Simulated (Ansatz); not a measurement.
BAs

```
B As
1.0
     4.61057    0.00000    0.00000
     0.00000    4.61057    0.00000
     0.00000    0.00000    4.61057
B As
4 4
Cartesian
  0.0000 0.0000 0.0000
  2.3053 2.3053 0.0000
  2.3053 0.0000 2.3053
  0.0000 2.3053 2.3053
  2.3053 0.0000 0.0000
  0.0000 2.3053 0.0000
  0.0000 0.0000 2.3053
  2.3053 2.3053 2.3053
```

Space group Fm-3m; started from the rocksalt prototype, which need not be the ambient phase.

Computed with DFT, PBE, plane waves, PAW in Ansatz 0.2.0.

What can the converged valence pseudo-density and electron localisation function tell about the bonding?

B–As (2.31 Å): ρ is about 0.49 e/Å³ halfway; the ELF peaks at about 0.80 between the atoms.

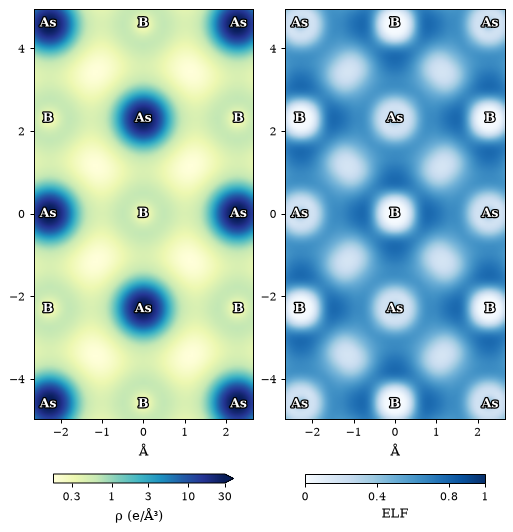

Computed valence pseudo-density and electron localisation function on the (001) plane of the conventional cell, in this order. 
